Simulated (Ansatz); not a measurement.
**Single-point calculation of Ta24N23 (part 2 of 3)**

Ta24N23 (defect cell, 47 atoms in the cell); DFT PBE, scalar-relativistic, plane waves, PAW, spin-polarised (Ansatz 0.2.0); cutoff 420 eV, 2×2×2 k-mesh, Gaussian smearing of 0.05 eV, collinear spins. The structure derives from an entry of the Crystallography Open Database.

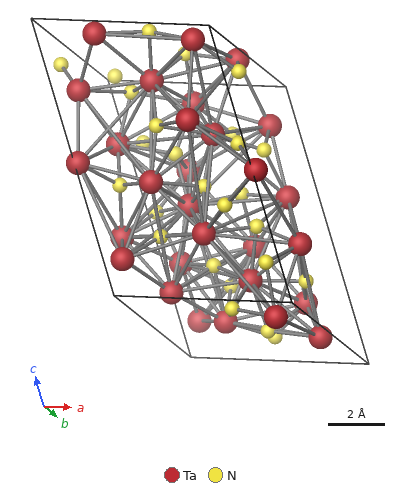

*The structure (ball-and-stick view of the cell of the calculation, seen at an oblique angle). An atom can appear more than once, as a periodic image.*

**Output, continued**
```
  k-point 0 ↑: bands = ["-46.7198", "-46.6462", "-46.6380", "-46.6295", "-46.5856", "-46.5801", "-46.4306", "-46.3970", "-46.3250", "-46.2679", ... 52 levels left out ..., "-12.9719", "-12.9530", "-12.9186", "-12.9139", "-12.8946", "-12.8604", "-12.8303", "-12.8069", "-12.7936", "-12.7595", "-12.7371", "-12.7342", "-12.6894", "-12.6649", "-12.6634", "-12.6392", "-12.6074", "-12.5570", "-12.5291", "-12.5067", "-12.4512", "-12.4340", "-12.4192", "-12.3841", "-12.3662", "-12.3279", "-12.2771", "-12.2164", "-12.1827",
      "-12.1354", "-12.0881", "-12.0573", "-11.9656", "-11.8840", "3.3798", "4.6708", "4.7397", "5.0928", "5.2462", "5.2985", "5.4040", "5.5700", "5.6595", "5.7022", "5.7889", "5.9153", "5.9683", "5.9763", "6.1079", "6.1594", "6.2312", "6.4017", "6.4419", "6.5534", "6.7070", "6.7715", "6.8754", "12.4031", "12.9529", "13.0886", "13.1541", "13.3732", "13.3954", "13.4243", "13.5848", "13.6554", "13.7860", "13.8236", "14.0526",
      "14.0756", "14.0840", "14.1661", "14.2512", "14.2919", "14.3750", "14.4691", "14.5633", "14.6000", "14.6656", "14.7525", "14.8599", "14.9244", "15.0377", "15.0853", "15.1996", "15.2315", "15.3114", "15.3690", "15.4521", "15.4970", "15.5508", "15.6155", "15.7632", "15.7912", "15.8727", "15.9309", "16.0186", "16.0894", "16.1661", "16.2299", "16.2954", "16.3744", "16.5130", "16.5693", "16.6332", "16.6941", "16.7685", "16.9288", "17.0067",
      "17.1002", "17.1706", "17.2706", "17.3248", "17.4052", "17.5203", "17.6526", "17.6983", "17.7486", "18.0294", "18.1037", "18.1656", "18.2544", "18.3508", "18.3904", "18.4176", "18.5959", "18.6525", "18.9142", "19.0550", "19.1479", "19.2457", "19.2710", "19.4637", "19.5555", "19.7820", "19.8367", "19.9705", "20.0224", "20.0942", "20.1708", "20.4351", "20.6235", "20.6686", "20.7602", "20.9277", "20.9511", "21.0074", "21.0927", "21.2426",
      "21.4408", "21.7333", "21.7826", "21.9903", "22.0462", "22.1603", "22.2352", "22.3687", "22.4924", "22.6414", "22.7664", "22.8240", "23.0059", "23.2025", "23.2311", "23.2489", "23.4901", "23.5050", "23.6321", "23.7140", "23.7595", "23.9476", "24.0215", "24.1263", "24.2059", "24.2863", "24.4137", "24.5233", "24.6072", "24.6671", "24.7800", "24.8367", "24.9790", "25.1142", "25.1308", "25.2074", "25.3299", "25.3715", "25.5744", "25.5995",
      "25.6896", "25.7696", "25.8037", "25.8810", "25.9780", "26.0650", "26.1594", "26.2530", "26.3393", "26.3795", "26.4706"]
  k-point 1 ↑: bands = ["-46.7198", "-46.6461", "-46.6380", "-46.6295", "-46.5856", "-46.5801", "-46.4306", "-46.3970", "-46.3251", "-46.2678", ... 52 levels left out ..., "-12.9767", "-12.9438", "-12.9230", "-12.9036", "-12.8821", "-12.8544", "-12.8014", "-12.7850", "-12.7765", "-12.7661", "-12.7462", "-12.7287", "-12.7179", "-12.6666", "-12.6501", "-12.6353", "-12.5974", "-12.5696", "-12.5435", "-12.5015", "-12.4871", "-12.4375", "-12.3922", "-12.3790", "-12.3713", "-12.3373", "-12.2725", "-12.2155", "-12.1948",
      "-12.1410", "-12.1029", "-12.0432", "-11.9695", "-11.8867", "3.6751", "3.9675", "4.9457", "5.1053", "5.2268", "5.3905", "5.5310", "5.5391", "5.6201", "5.7434", "5.7701", "5.8801", "5.9603", "6.1119", "6.1431", "6.2055", "6.3168", "6.3272", "6.4686", "6.5367", "6.6636", "6.7499", "6.7902", "12.4690", "12.9593", "13.1152", "13.2670", "13.3619", "13.4191", "13.4938", "13.5762", "13.6363", "13.7070", "13.7548", "13.8872",
      "13.8907", "14.0803", "14.1273", "14.2331", "14.3372", "14.3904", "14.4813", "14.5320", "14.5900", "14.7415", "14.7670", "14.8063", "14.9274", "15.0286", "15.0861", "15.1071", "15.2274", "15.3660", "15.3899", "15.4523", "15.4966", "15.6007", "15.6805", "15.7780", "15.8028", "15.8666", "15.9135", "16.0639", "16.1384", "16.1897", "16.2449", "16.3088", "16.3747", "16.4716", "16.5676", "16.6891", "16.7137", "16.8042", "16.8904", "16.9545",
      "17.0823", "17.1150", "17.1738", "17.3996", "17.4495", "17.6226", "17.6802", "17.7757", "17.8484", "17.9149", "18.0175", "18.1410", "18.2057", "18.2990", "18.4170", "18.5543", "18.5653", "18.7562", "18.9796", "18.9967", "19.1008", "19.2342", "19.3372", "19.4974", "19.6695", "19.7645", "19.7780", "19.9134", "20.0566", "20.0751", "20.1604", "20.2845", "20.5262", "20.6185", "20.7238", "20.9148", "20.9218", "21.0520", "21.1820", "21.3092",
      "21.4818", "21.5518", "21.8839", "21.9691", "22.0817", "22.1361", "22.3233", "22.3547", "22.5523", "22.6914", "22.7104", "22.9299", "23.0001", "23.1808", "23.2316", "23.2837", "23.4449", "23.5056", "23.5951", "23.7123", "23.7960", "23.8598", "23.9226", "24.1006", "24.2151", "24.2933", "24.4328", "24.4802", "24.5722", "24.6357", "24.7529", "24.8788", "24.9267", "25.0520", "25.1172", "25.2171", "25.2934", "25.4387", "25.5185", "25.5854",
      "25.6434", "25.7564", "25.8843", "25.9057", "25.9458", "26.0933", "26.1149", "26.1921", "26.2597", "26.3613", "26.4690"]
  k-point 2 ↑: bands = ["-46.7196", "-46.6459", "-46.6378", "-46.6294", "-46.5860", "-46.5800", "-46.4307", "-46.3972", "-46.3251", "-46.2679", ... 52 levels left out ..., "-12.9639", "-12.9511", "-12.9029", "-12.8807", "-12.8713", "-12.8422", "-12.8309", "-12.7998", "-12.7719", "-12.7655", "-12.7362", "-12.7011", "-12.6927", "-12.6785", "-12.6623", "-12.6251", "-12.5989", "-12.5867", "-12.5527", "-12.4915", "-12.4739", "-12.4631", "-12.4348", "-12.3785", "-12.3492", "-12.3323", "-12.2947", "-12.2024", "-12.1576",
      "-12.1540", "-12.1256", "-12.0773", "-11.9776", "-11.8822", "3.9351", "4.2928", "4.6366", "4.8337", "5.1235", "5.2799", "5.4378", "5.4906", "5.5962", "5.6998", "5.8037", "5.8266", "5.9836", "6.0449", "6.0792", "6.2407", "6.3892", "6.4408", "6.5298", "6.6401", "6.7655", "6.7925", "6.8296", "12.6944", "12.7633", "13.0908", "13.1342", "13.2202", "13.3338", "13.4916", "13.6284", "13.6759", "13.7892", "13.8224", "13.9311",
      "14.0067", "14.0621", "14.1800", "14.2722", "14.3298", "14.4720", "14.5033", "14.5437", "14.6625", "14.7045", "14.7339", "14.8343", "14.8968", "14.9629", "15.0824", "15.1510", "15.1761", "15.2721", "15.4016", "15.4704", "15.5189", "15.5691", "15.7017", "15.7292", "15.7756", "15.8923", "15.9779", "16.0638", "16.0828", "16.2238", "16.2508", "16.3016", "16.3776", "16.4687", "16.5676", "16.6450", "16.7086", "16.9186", "17.0006", "17.0272",
      "17.1216", "17.1364", "17.2687", "17.3222", "17.4326", "17.5015", "17.5209", "17.6534", "17.8262", "17.9018", "17.9985", "18.0648", "18.1727", "18.2022", "18.3104", "18.4276", "18.5759", "18.6729", "18.8250", "18.9643", "19.0101", "19.2379", "19.4543", "19.5208", "19.7630", "19.8113", "19.8666", "19.9445", "19.9860", "20.1766", "20.2502", "20.5147", "20.5922", "20.6715", "20.7097", "20.8578", "20.9308", "21.1100", "21.1568", "21.2073",
      "21.4188", "21.6809", "21.7595", "21.8442", "22.0475", "22.1763", "22.4587", "22.4670", "22.6019", "22.6995", "22.8110", "22.8625", "22.9367", "23.0934", "23.1394", "23.2887", "23.4071", "23.5070", "23.5824", "23.6709", "23.7818", "24.0076", "24.1075", "24.1674", "24.2288", "24.3549", "24.3916", "24.4347", "24.6009", "24.6765", "24.8325", "24.8709", "24.9408", "24.9837", "25.1419", "25.1737", "25.2567", "25.3525", "25.4425", "25.5745",
      "25.7363", "25.7508", "25.7892", "25.8554", "25.9934", "26.0040", "26.0945", "26.2136", "26.2977", "26.3508", "26.4517"]
  k-point 7 ↓: bands = ["-46.7195", "-46.6457", "-46.6373", "-46.6300", "-46.5857", "-46.5802", "-46.4307", "-46.3972", "-46.3251", "-46.2681", ... 52 levels left out ..., "-12.9822", "-12.9462", "-12.9093", "-12.8990", "-12.8799", "-12.8572", "-12.8442", "-12.8254", "-12.8033", "-12.7682", "-12.7450", "-12.7324", "-12.6912", "-12.6777", "-12.6478", "-12.6175", "-12.5678", "-12.5568", "-12.5430", "-12.5068", "-12.4684", "-12.4437", "-12.4106", "-12.3784", "-12.3502", "-12.3440", "-12.2933", "-12.2315", "-12.1890",
      "-12.1308", "-12.1061", "-12.0676", "-11.9734", "-11.8960", "4.2537", "4.5078", "4.6484", "4.8472", "5.0013", "5.0716", "5.2613", "5.4007", "5.5622", "5.6843", "5.7164", "5.8083", "5.9277", "6.0503", "6.1753", "6.2345", "6.3010", "6.4482", "6.5493", "6.6315", "6.7517", "6.8623", "6.9043", "12.5606", "12.9190", "12.9920", "13.2222", "13.3636", "13.4007", "13.5196", "13.6473", "13.7285", "13.7980", "13.8134", "13.9152",
      "13.9985", "14.0846", "14.1187", "14.2946", "14.3950", "14.4229", "14.4691", "14.5491", "14.6440", "14.6785", "14.7961", "14.8654", "14.9398", "14.9851", "15.0910", "15.1260", "15.2195", "15.2570", "15.3720", "15.4115", "15.4285", "15.5406", "15.6896", "15.7417", "15.8455", "15.9295", "15.9582", "15.9809", "16.0987", "16.1743", "16.2881", "16.3153", "16.4348", "16.4589", "16.5588", "16.6467", "16.7227", "16.8944", "16.9393", "16.9920",
      "17.0773", "17.1919", "17.2423", "17.3477", "17.3794", "17.4113", "17.5472", "17.6042", "17.7420", "17.8479", "18.0002", "18.0623", "18.1522", "18.3114", "18.4533", "18.4932", "18.6213", "18.6283", "18.9350", "19.1424", "19.1794", "19.2283", "19.2609", "19.3755", "19.4925", "19.7673", "19.8533", "20.0327", "20.1128", "20.1369", "20.2537", "20.4359", "20.4646", "20.6284", "20.6740", "20.7536", "20.9574", "21.1599", "21.2516", "21.2967",
      "21.3681", "21.5571", "21.6464", "21.8778", "21.9210", "22.0758", "22.2439", "22.4039", "22.5592", "22.7013", "22.7550", "22.9100", "22.9983", "23.0809", "23.2481", "23.3776", "23.5277", "23.6235", "23.6977", "23.7639", "23.8820", "23.9655", "24.0808", "24.1063", "24.2656", "24.2985", "24.3988", "24.5335", "24.5768", "24.6723", "24.8225", "24.8916", "24.9479", "25.1401", "25.3103", "25.3567", "25.3884", "25.4321", "25.6163", "25.6324",
      "25.6474", "25.8254", "25.8825", "25.8907", "25.9392", "26.1293", "26.1500", "26.2317", "26.2904", "26.3542", "26.4103"]
--- Löwdin populations: 47 sites ---
  site symbol       q [e]    m [muB]
     0     Ta     12.4539     0.0000
     1     Ta     12.2296     0.0000
     2     Ta     12.4962     0.0000
     3     Ta     12.2035     0.0000
     4     Ta     12.2676     0.0000
     5     Ta     12.2945     0.0000
     6     Ta     11.9958     0.0000
     7     Ta     12.4979     0.0000
     8     Ta     12.3673    -0.0000
     9     Ta     12.3145     0.0000
    10     Ta     12.3876     0.0000
    11     Ta     12.2168     0.0000
    12     Ta     12.6749     0.0000
    13     Ta     12.3288     0.0000
    14     Ta     12.0834     0.0000
    15     Ta     12.5727    -0.0000
    16     Ta     12.4541     0.0000
    17     Ta     12.0775     0.0000
    18     Ta     12.2673     0.0000
    19     Ta     12.1816     0.0000
    20     Ta     12.3265     0.0000
    21     Ta     12.5539     0.0000
    22     Ta     12.4502     0.0000
    23     Ta     12.4467     0.0000
    24      N      5.5675     0.0000
    25      N      5.5362    -0.0000
    26      N      5.6466    -0.0000
    27      N      5.6174     0.0000
    28      N      5.5233    -0.0000
    29      N      5.6920    -0.0000
    30      N      5.5670     0.0000
    31      N      5.6109     0.0000
    32      N      5.5835    -0.0000
    33      N      5.6127    -0.0000
    34      N      5.5900    -0.0000
    35      N      5.6004    -0.0000
    36      N      5.5901    -0.0000
    37      N      5.6478    -0.0000
    38      N      5.6326    -0.0000
    39      N      5.6570     0.0000
    40      N      5.5914     0.0000
    41      N      5.6173     0.0000
    42      N      5.5719     0.0000
    43      N      5.6520     0.0000
    44      N      5.6200     0.0000
    45      N      5.5947    -0.0000
    46      N      5.5706    -0.0000
  spilling = 0.004601 (of n_electrons = 427.000000)
--- Bader charges: 47 sites ---
  site symbol  charge [e]  shift [e]    m [muB]
     0     Ta      1.2915     0.0036     0.0000
     1     Ta      1.8231     0.0052     0.0000
     2     Ta      1.1509     0.0036     0.0000
     3     Ta      1.8263     0.0031     0.0000
     4     Ta      1.6802     0.0046     0.0000
     5     Ta      1.5467     0.0033     0.0000
     6     Ta      2.0911     0.0070     0.0000
     7     Ta      1.2788     0.0037     0.0000
     8     Ta      1.4796     0.0048     0.0000
     9     Ta      1.4742     0.0043     0.0000
    10     Ta      1.4122     0.0041     0.0000
    11     Ta      1.8144     0.0030     0.0000
    12     Ta      0.8669     0.0016     0.0000
    13     Ta      1.5955     0.0047     0.0000
    14     Ta      1.9594     0.0038     0.0000
    15     Ta      1.1013     0.0035     0.0000
    16     Ta      1.1319     0.0031     0.0000
    17     Ta      2.0404     0.0043     0.0000
    18     Ta      1.7141     0.0024     0.0000
    19     Ta      1.7050     0.0052     0.0000
    20     Ta      1.5468     0.0030     0.0000
    21     Ta      1.0430     0.0024     0.0000
    22     Ta      1.2885     0.0024     0.0000
    23     Ta      1.2598     0.0038     0.0000
    24      N     -1.5821     0.0041     0.0000
    25      N     -1.4524     0.0067     0.0000
    26      N     -1.6201     0.0015     0.0000
    27      N     -1.6467     0.0023     0.0000
    28      N     -1.4070     0.0062     0.0000
    29      N     -1.5786     0.0034     0.0000
    30      N     -1.4933     0.0027     0.0000
    31      N     -1.6719     0.0026     0.0000
    32      N     -1.6187     0.0031     0.0000
    33      N     -1.6079     0.0041     0.0000
    34      N     -1.5101     0.0040     0.0000
    35      N     -1.6976     0.0022     0.0000
    36      N     -1.5092     0.0056     0.0000
    37      N     -1.5206     0.0040     0.0000
    38      N     -1.6940     0.0027     0.0000
    39      N     -1.5336     0.0043     0.0000
    40      N     -1.5327     0.0048     0.0000
    41      N     -1.7123     0.0036     0.0000
    42      N     -1.4532     0.0073     0.0000
    43      N     -1.6284     0.0026     0.0000
    44      N     -1.5221     0.0029     0.0000
    45      N     -1.6034     0.0036     0.0000
    46      N     -1.5257     0.0059     0.0000
  estimated error of the sums over rays = 1.0e-3 e
```

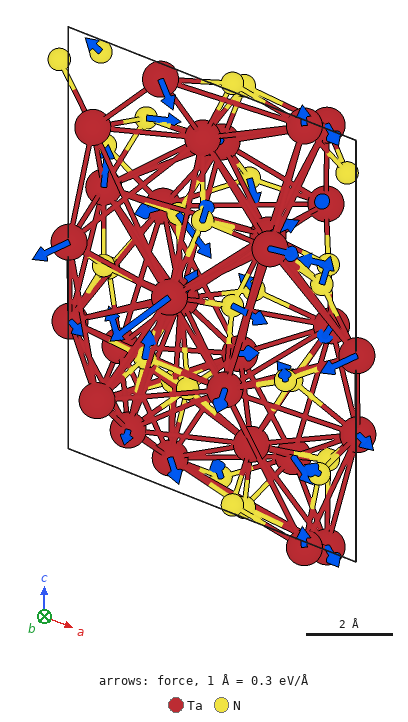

*Forces on the atoms as blue arrows (ball-and-stick view of the cell of the calculation, along the b axis).*

The largest act on Ta6 (0.52 eV/Å); N30 (0.40 eV/Å); Ta8 (0.36 eV/Å); N42 (0.33 eV/Å), among others. Atoms are counted from 1 in the order of the input and aren't labelled in the picture. The geometry is not a stationary point of this energy.

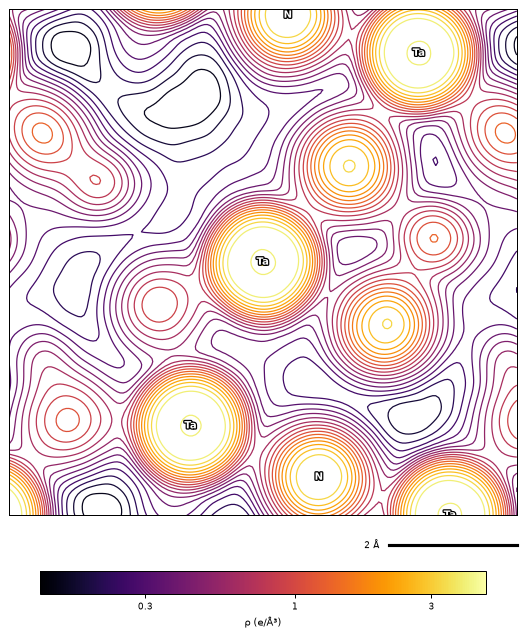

*Valence electron density on the (001) plane of the calculation cell.*

Ta–N (2.14 Å): the density is about 0.67 e/Å³ at the midpoint. Away from the nuclei the density in this plane falls to 0.13 e/Å³ at its lowest. The fields are those of the smooth PAW valence density.

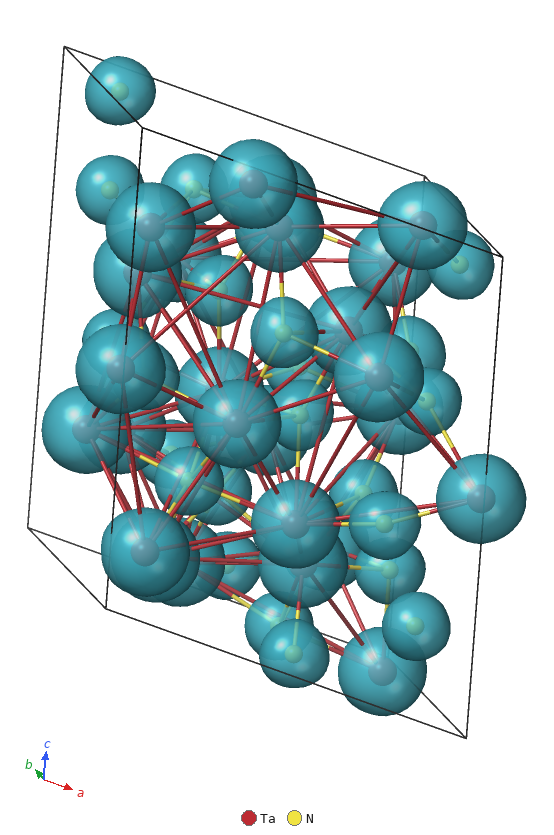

*Isosurface of the valence charge density (pseudo) at 1.5 e/Å³ (cyan), seen slightly off an axis. Sticks mark near contacts. The outline is the calculation cell.*

At this value the density breaks into separate islands; it holds about 55 % of the electrons treated as valence (semicore included). It is pinched off along the Ta–N (1.89 Å), Ta–Ta (2.57 Å), Ta–N (1.94 Å) and Ta–N (1.98 Å) contacts. On the grid the lowest density along these lines, outside the cores, is 1.2 e/Å³ (Ta–N, 1.89 Å), 0.52 e/Å³ (Ta–Ta, 2.57 Å), 1 e/Å³ (Ta–N, 1.94 Å) and 0.94 e/Å³ (Ta–N, 1.98 Å).

**Results in brief**

```json
{"quantity": "outcome", "value": "converged"}
{"quantity": "electrons treated", "value": "427"}
{"quantity": "free energy", "value": "−247218.7636 eV"}
{"quantity": "Fermi energy", "value": "21.756 eV"}
{"quantity": "gap on the k-point mesh", "value": "none (metallic)"}
{"quantity": "net moment of the cell", "value": "0.00 μB"}
{"quantity": "integrated absolute moment", "value": "0.00 μB"}
{"quantity": "largest force (length of the vector)", "value": "0.525 eV/Å"}
{"quantity": "wall time", "value": "2.8 min (CPU time 22 min)"}
{"quantity": "peak memory", "value": "4.8 GiB"}
```
